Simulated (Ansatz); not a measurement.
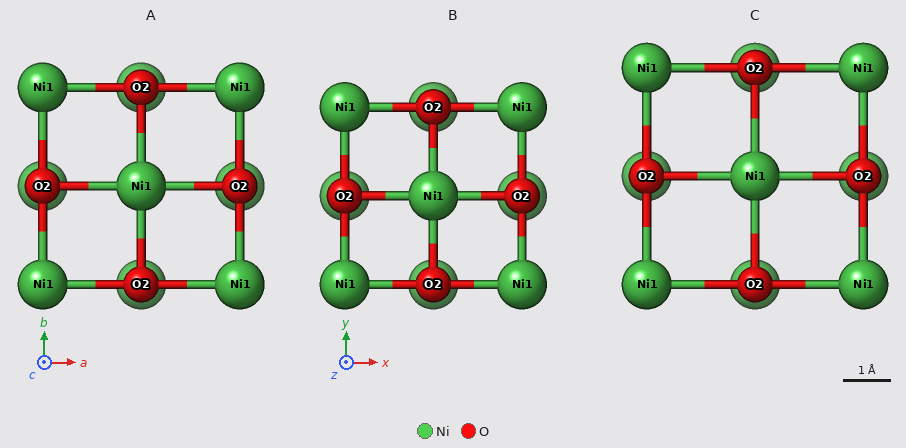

A scan of a crystal of NiO (Fm-3m): the cell is strained equally along x and y, with the atoms kept at their fractional coordinates. x, y and z are the Cartesian axes of the input. A ball-and-stick model of the conventional cell (4 times the calculation's cell), seen along the c axis. Lengths and directions refer to the drawn axes.

Theory: DFT PBE+U, scalar-relativistic, plane waves, PAW in Ansatz. (plane-wave cutoff 420 eV; k-point mesh 12 × 12 × 12; occupations gaussian; smearing width 0.05 eV; U Ni 6.2 eV; collinear spin). Energies (free energies at the smearing named) are counted from the relaxed crystal.

> Rank the frames from lowest to highest energy.

Lowest first: A (the strain 0.00, 0 meV/atom), C (the strain 0.10, 179 meV/atom), B (the strain −0.10, 394 meV/atom). Over the whole scan: the lowest computed point lies at the strain 0.00 (0 meV/atom). The end points stand at 394 meV/atom (−0.10) and 179 meV/atom (0.10). The distortion takes the space group from Fm-3m to I4/mmm. At the strain −0.10 the cell of the drawing goes a 4.267 → 3.841 Å, b 4.267 → 3.841 Å.
